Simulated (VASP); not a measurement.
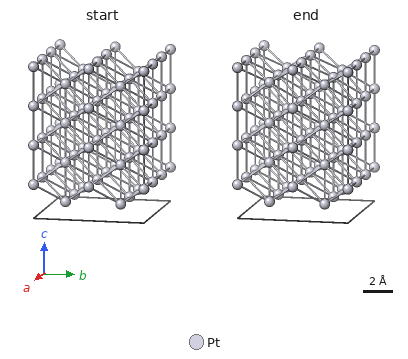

The structure of a slab of composition Pt before (left) and after (right) a relaxation, at one scale.

A ball-and-stick model of the 3 × 2 repeat of the cell, outlined in the plane, without the vacuum, seen slightly off an axis.

The run lets the atoms move in a fixed cell. 4 atoms are held fixed.

Computed with Kohn-Sham DFT of a periodic cell, PBE with D3(BJ), VASP PAW PBE potentials, recommended in VASP.

Input file:
```
SYSTEM = Pt
PREC = Accurate
ENCUT = 520
EDIFF = 1E-6
ISMEAR = 0
SIGMA = 0.05
LREAL = .FALSE.
LASPH = .TRUE.
NELM = 80
ALGO = Normal
ISIF = 2
LWAVE = .FALSE.
LCHARG = .FALSE.
LDIPOL = .TRUE.
IDIPOL = 3
DIPOL = 0.5 0.5 0.500
GGA = PE
IVDW = 12
IBRION = 2
NSW = 40
EDIFFG = -0.01
```

Run as
```bash
cat potpaw_PBE.64/Pt/POTCAR > POTCAR
mpirun -np 1 vasp_std > vasp.out
```

### What changed between the two?

The run was cut off at its time limit before the relaxation converged, so the last structure is only a point on the way. The energy falls by 0.146 eV per cell of the calculation in 3 geometry steps. Largest force component: 0.99 eV/Å at the start, 1 eV/Å at the end. A Pt atom moves most: 0.10 Å along the normal (+c). The lattice vectors keep their values. Among the contacts that change: Pt–Pt 2.769 → 2.868 Å, Pt–Pt 2.769 → 2.688 Å, Pt–Pt 2.769 → 2.710 Å, Pt–Pt 2.769 → 2.826 Å.
